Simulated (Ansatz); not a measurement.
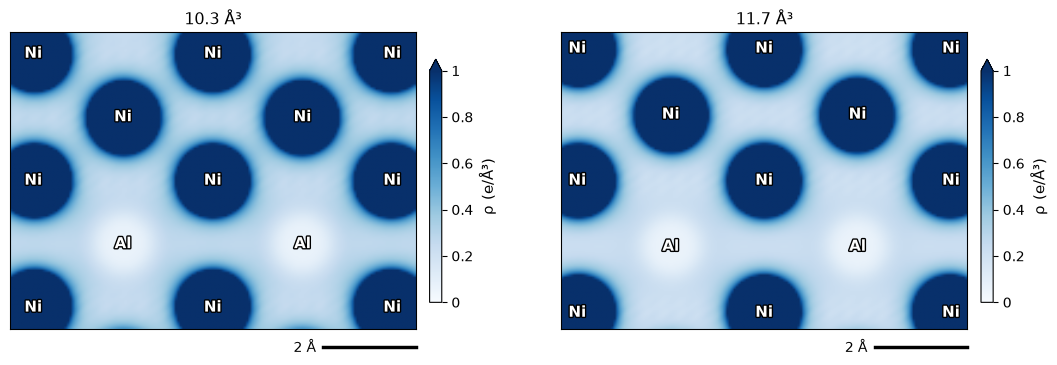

AlNi$_{3}$. The valence pseudo-density of cells scaled evenly to different volumes (given per atom above each panel), on the (011̄) plane of each (indices in the axes of the cell below), at one length scale and on one colour scale.

A structure from a database of computed crystals, not necessarily the ambient phase; the program warned that a starting moment wasn't kept; spin-polarised, but the moments vanished.

Computed with Kohn-Sham DFT of a periodic cell, PBEsol, Ansatz PAW in Ansatz 0.2.0.

Core electrons are frozen (PAW), and the valence fields are smoothed inside the atomic spheres.

The largest cell:

```yaml
crystal:
  lattice:
    - [0.00000, 2.85684, 2.85684]
    - [2.85684, 0.00000, 2.85684]
    - [2.85684, 2.85684, 0.00000]
  atoms:
    - { symbol: Ni, position: [0.75000, 0.75000, 0.75000] }
    - { symbol: Ni, position: [0.00000, 0.00000, 0.00000] }
    - { symbol: Ni, position: [0.25000, 0.25000, 0.25000] }
    - { symbol: Al, position: [0.50000, 0.50000, 0.50000] }
```

| volume (Å³/atom) | Ni–Ni contact in the plane (Å) | ρ at its midpoint (e/Å³) | pressure (GPa) | 
| --- | --- | --- | --- |
| 10.34 | 2.377 | 0.390 | 13.4 | 
| 11.00 | 2.427 | ? | ? | 
| 11.66 | 2.474 | 0.322 | −10.8 | 

> What values belong in the row with question marks?

Over the known rows ln ρ falls by 1.98 per Å of Ni–Ni distance (the line through the two), which gives 0.353 e/Å³ at 2.427 Å; the calculation gives 0.355 e/Å³. For the pressure, a straight line in volume between the neighbouring rows gives 1.3 GPa; the calculation gives −0.7, lower because pressure rises ever faster on compression.
